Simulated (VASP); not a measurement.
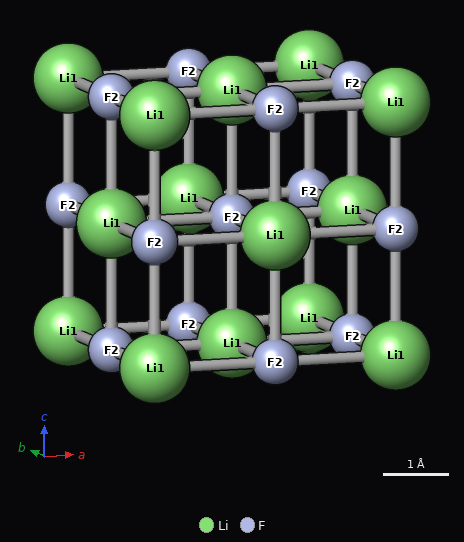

**Figure 1.** The structure (ball-and-stick view of the cell 4 times as large as that of the calculation, set on its symmetry axes, seen slightly off an axis; atoms are numbered from 1 in the order of the input). Near neighbours in the crystal (not all of them lie inside the picture): Li has 6 F at 1.98 Å; F has 6 Li at 1.98 Å.

# Band-structure calculation, with input and output: LiF

- system: LiF (Fm-3m, 2 atoms in the cell)
- method: DFT, r2SCAN, plane waves, PAW (VASP 6.6.1)

The structure derives from an entry of the Crystallography Open Database. The geometry comes from this level: r2SCAN (a point of a series of strains). It belongs to a series of runs on one base structure; here: hydrostatic strain -1.0%.

## INCAR
```
ENCUT = 520.000000
SIGMA = 0.010000
EDIFF = 1.00e-07
ALGO = Normal
METAGGA = R2SCAN
PREC = Accurate
IBRION = -1
ISIF = 2
ISMEAR = 0
NBANDS = 12
NELM = 120
NSW = 0
LASPH = .TRUE.
LCHARG = .TRUE.
LELF = .TRUE.
LWAVE = .FALSE.
LREAL = .FALSE.
```

## KPOINTS
```
KPOINTS created by Atomic Simulation Environment
0
Gamma
10 10 10
0 0 0
```

## KPOINTS_OPT
```
special points
7
Reciprocal
0.0000000000 0.0000000000 0.0000000000 1
0.5000000000 0.0000000000 0.5000000000 1
0.6250000000 0.2500000000 0.6250000000 1
0.3750000000 0.3750000000 0.7500000000 1
0.5000000000 0.5000000000 0.5000000000 1
0.5000000000 0.2500000000 0.7500000000 1
-0.0729170000 0.0000000000 0.0729170000 1
```

## POSCAR
```
Li F
 1.0000000000000000
     0.0000000000000000    1.9755189502999999    1.9755189502999999
     1.9755189502999999    0.0000000000000000    1.9755189502999999
     1.9755189502999999    1.9755189502999999    0.0000000000000000
 Li  F
   1   1
Cartesian
  0.0000000000000000  0.0000000000000000  0.0000000000000000
  1.9755189503000004  1.9755189503000004  1.9755189503000004
```

Machine: 1 CPU thread, shared host.

Command:
```bash
mpirun -np 1 vasp_std
```

## OSZICAR
```
N       E                     dE             d eps       ncg     rms          rms(c)
DAV:   1     0.282496207375E+02    0.28250E+02   -0.56612E+03  1184   0.886E+02
DAV:   2    -0.139194649544E+02   -0.42169E+02   -0.41364E+02  1328   0.198E+02
DAV:   3    -0.149589765716E+02   -0.10395E+01   -0.10369E+01  1500   0.274E+01
DAV:   4    -0.149693278933E+02   -0.10351E-01   -0.10351E-01  1316   0.288E+00
DAV:   5    -0.149694420618E+02   -0.11417E-03   -0.11417E-03  1580   0.228E-01    0.389E+00
DAV:   6    -0.119037329279E+02    0.30657E+01   -0.66908E-01  1156   0.619E+00    0.153E+00
DAV:   7    -0.119014885380E+02    0.22444E-02   -0.48634E-01  1332   0.500E+00    0.120E+00
DAV:   8    -0.120419983504E+02   -0.14051E+00   -0.10725E+00  1200   0.713E+00    0.266E+00
DAV:   9    -0.119007463497E+02    0.14125E+00   -0.71521E-01  1180   0.554E+00    0.103E-01
DAV:  10    -0.119000817631E+02    0.66459E-03   -0.63683E-03  1308   0.819E-01    0.124E-01
DAV:  11    -0.119000326406E+02    0.49123E-04   -0.13373E-04  1336   0.108E-01    0.754E-02
DAV:  12    -0.118999251981E+02    0.10744E-03   -0.61662E-04  1272   0.169E-01    0.459E-03
DAV:  13    -0.118999238052E+02    0.13929E-05   -0.51382E-06  1424   0.216E-02    0.142E-03
DAV:  14    -0.118999235773E+02    0.22789E-06   -0.91930E-08  1520   0.282E-03    0.777E-04
DAV:  15    -0.118999234314E+02    0.14595E-06   -0.65433E-08   692   0.185E-03    0.909E-05
DAV:  16    -0.118999234257E+02    0.56538E-08   -0.15498E-09   628   0.366E-04
   1 F= -.11899923E+02 E0= -.11899923E+02  d E =-.200659E-41
       N       E                     dE             ncg
DAV:   1    -0.412082739045E+03   -0.35662E+04      168
DAV:   2    -0.703958960451E+03   -0.29188E+03      208
DAV:   3    -0.711833433187E+03   -0.78745E+01      240
DAV:   4    -0.711987788760E+03   -0.15436E+00      220
DAV:   5    -0.711988080285E+03   -0.29152E-03      212
DAV:   6    -0.711988082269E+03   -0.19848E-05      228
DAV:   7    -0.711988082279E+03   -0.93834E-08      228
```

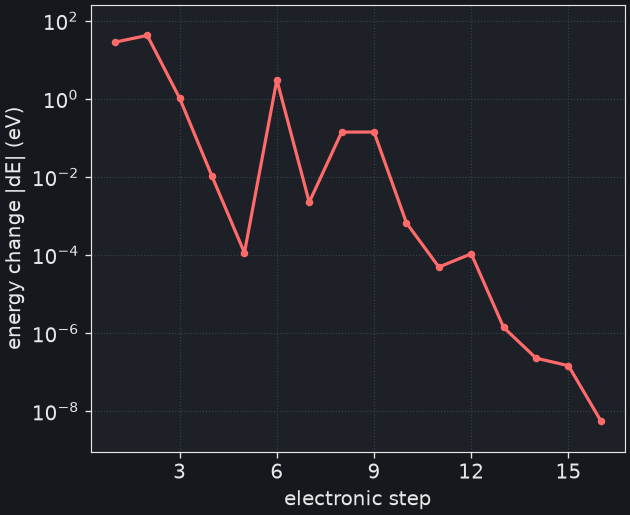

**Figure 2.** Convergence of the self-consistent field: energy change |dE| against the electronic step. It takes 16 electronic steps. The density is held fixed in the first few steps, and dE rises again when its update begins.

## Parts of OUTCAR
```
k-points           NKPTS =     47   k-points in BZ     NKDIM =     47   number of bands    NBANDS=     12

   NELECT =      10.0000    total number of electrons

   dimension x,y,z NGX =    24 NGY =   24 NGZ =   24
   dimension x,y,z NGXF=    48 NGYF=   48 NGZF=   48

  energy-cutoff  :      520.00
  volume of cell :       15.42
      direct lattice vectors                 reciprocal lattice vectors
     0.000000000  1.975518950  1.975518950    -0.253098053  0.253098053  0.253098053
     1.975518950  0.000000000  1.975518950     0.253098053 -0.253098053  0.253098053
     1.975518950  1.975518950  0.000000000     0.253098053  0.253098053 -0.253098053

 k-points in reciprocal lattice and weights: KPOINTS created by Atomic Simulation Env
   0.00000000  0.00000000  0.00000000       0.001
   0.10000000  0.00000000  0.00000000       0.008
   0.20000000  0.00000000  0.00000000       0.008
   0.30000000  0.00000000  0.00000000       0.008
   0.40000000  0.00000000  0.00000000       0.008
   0.50000000  0.00000000  0.00000000       0.004
   0.10000000  0.10000000  0.00000000       0.006
   0.20000000  0.10000000  0.00000000       0.024
   0.30000000  0.10000000  0.00000000       0.024
   0.40000000  0.10000000  0.00000000       0.024
   0.50000000  0.10000000  0.00000000       0.024
  -0.40000000  0.10000000  0.00000000       0.024
  -0.30000000  0.10000000  0.00000000       0.024
  -0.20000000  0.10000000  0.00000000       0.024
  -0.10000000  0.10000000  0.00000000       0.012
   0.20000000  0.20000000  0.00000000       0.006
   0.30000000  0.20000000  0.00000000       0.024
   0.40000000  0.20000000  0.00000000       0.024
   0.50000000  0.20000000  0.00000000       0.024
  -0.40000000  0.20000000  0.00000000       0.024
  -0.30000000  0.20000000  0.00000000       0.024
  -0.20000000  0.20000000  0.00000000       0.012
   0.30000000  0.30000000  0.00000000       0.006
   0.40000000  0.30000000  0.00000000       0.024
   0.50000000  0.30000000  0.00000000       0.024
  -0.40000000  0.30000000  0.00000000       0.024
  -0.30000000  0.30000000  0.00000000       0.012
   0.40000000  0.40000000  0.00000000       0.006
   0.50000000  0.40000000  0.00000000       0.024
  -0.40000000  0.40000000  0.00000000       0.012
   0.50000000  0.50000000  0.00000000       0.003
   0.30000000  0.20000000  0.10000000       0.024
   0.40000000  0.20000000  0.10000000       0.048
   0.50000000  0.20000000  0.10000000       0.048
  -0.40000000  0.20000000  0.10000000       0.024
   0.40000000  0.30000000  0.10000000       0.024
   0.50000000  0.30000000  0.10000000       0.048
  -0.40000000  0.30000000  0.10000000       0.048
  -0.30000000  0.30000000  0.10000000       0.048
  -0.20000000  0.30000000  0.10000000       0.024
   0.50000000  0.40000000  0.10000000       0.024
  -0.40000000  0.40000000  0.10000000       0.048
  -0.30000000  0.40000000  0.10000000       0.024
  -0.40000000  0.50000000  0.10000000       0.012
  -0.40000000  0.40000000  0.20000000       0.024
  -0.30000000  0.40000000  0.20000000       0.024
  -0.30000000  0.50000000  0.20000000       0.012

 E-fermi :  -1.1875

 k-point     1 :       0.0000    0.0000    0.0000
  band No.  band energies     occupation
      1     -43.2339      2.00000
      2     -22.5385      2.00000
      3      -1.2797      2.00000
      4      -1.2797      2.00000
      5      -1.2797      2.00000
      6       9.5623      0.00000
      7      24.7866      0.00000
      8      24.7866      0.00000
      9      24.7866      0.00000
     10      25.6340      0.00000
     11      25.6340      0.00000
     12      25.6344      0.00000

 k-point     2 :       0.1000    0.0000    0.0000
  band No.  band energies     occupation
      1     -43.2269      2.00000
      2     -22.4979      2.00000
      3      -1.5770      2.00000
      4      -1.3062      2.00000
      5      -1.3062      2.00000
      6       9.8433      0.00000
      7      21.9324      0.00000
      8      23.7798      0.00000
      9      23.7801      0.00000
     10      26.2739      0.00000
     11      26.2740      0.00000
     12      26.7491      0.00000

 k-point     3 :       0.2000    0.0000    0.0000
  band No.  band energies     occupation
      1     -43.2086      2.00000
      2     -22.3889      2.00000
      3      -2.2996      2.00000
      4      -1.3743      2.00000
      5      -1.3743      2.00000
      6      10.4457      0.00000
      7      19.3648      0.00000
      8      22.1987      0.00000
      9      22.1990      0.00000
     10      27.5339      0.00000
     11      27.5339      0.00000
     12      27.8120      0.00000

 k-point     4 :       0.3000    0.0000    0.0000
  band No.  band energies     occupation
      1     -43.1860      2.00000
      2     -22.2490      2.00000
      3      -3.1118      2.00000
      4      -1.4557      2.00000
      5      -1.4557      2.00000
      6      10.8835      0.00000
      7      17.9597      0.00000
      8      20.8323      0.00000
      9      20.8325      0.00000
     10      29.2816      0.00000
     11      29.3163      0.00000
     12      29.3163      0.00000

 k-point     5 :       0.4000    0.0000    0.0000
  band No.  band energies     occupation
      1     -43.1676      2.00000
      2     -22.1305      2.00000
      3      -3.7226      2.00000
      4      -1.5194      2.00000
      5      -1.5194      2.00000
      6      10.9355      0.00000
      7      17.5902      0.00000
      8      19.9499      0.00000
      9      19.9502      0.00000
     10      30.9816      0.00000
     11      31.2626      0.00000
     12      31.2627      0.00000

 [... the levels of 41 k-points are left out ...]

 k-point    47 :      -0.3000    0.5000    0.2000
  band No.  band energies     occupation
      1     -43.1414      2.00000
      2     -21.8111      2.00000
      3      -3.8666      2.00000
      4      -3.2033      2.00000
      5      -2.1559      2.00000
      6      15.3978      0.00000
      7      15.6022      0.00000
      8      18.2488      0.00000
      9      20.6568      0.00000
     10      26.3282      0.00000
     11      31.1578      0.00000
     12      35.6099      0.00000

  Total        0.1785708      0.1785708      0.1785708      0.0000000      0.0000000      0.0000000
  in kB       18.5544240     18.5544240     18.5544240      0.0000000      0.0000000      0.0000000
  external PRESSURE =      18.5544240 kB  Pullay stress =       0.0000000 kB

 POSITION                                       TOTAL-FORCE (eV/Angst)
 -----------------------------------------------------------------------------------
      0.00000      0.00000      0.00000        -0.000000      0.000000     -0.000000
      1.97552      1.97552      1.97552         0.000000     -0.000000      0.000000
 -----------------------------------------------------------------------------------
    total drift:                               -0.000000     -0.000000      0.000000

  FREE ENERGIE OF THE ION-ELECTRON SYSTEM (eV)
  ---------------------------------------------------
  free  energy   TOTEN  =       -11.8999234257 eV

  energy  without entropy=      -11.8999234257  energy(sigma->0) =      -11.89992343
```

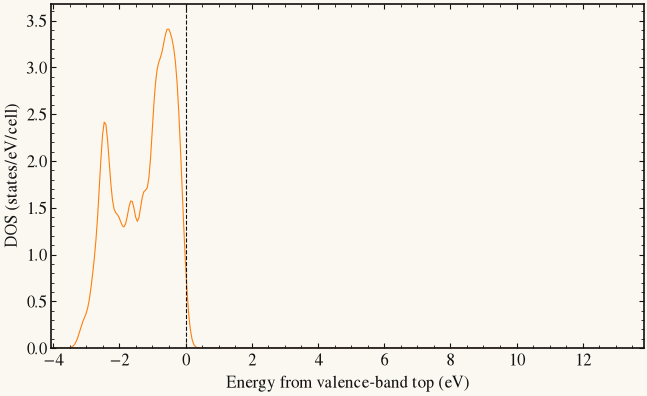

**Figure 3.** Density of states (the curve is built from the levels of the k mesh with Gaussians 0.3 eV wide, which also blur the band edges), with energies from the valence-band top. There is a gap of 10.84 eV on the k-point mesh. Small ripples come from the finite k-point mesh.

## Results in brief

| quantity | value |
| --- | --- |
| outcome | converged |
| space group (tolerance 0.01 Å) | Fm-3m (225) |
| electrons treated | 10 |
| free energy | −11.8999 eV |
| Fermi energy | −1.188 eV |
| band gap | 10.84 eV |
| pressure | 1.86 GPa |
| largest force (length of the vector) | under 0.001 eV/Å |
| wall time | 36 s |
| peak memory | 0.14 GiB |
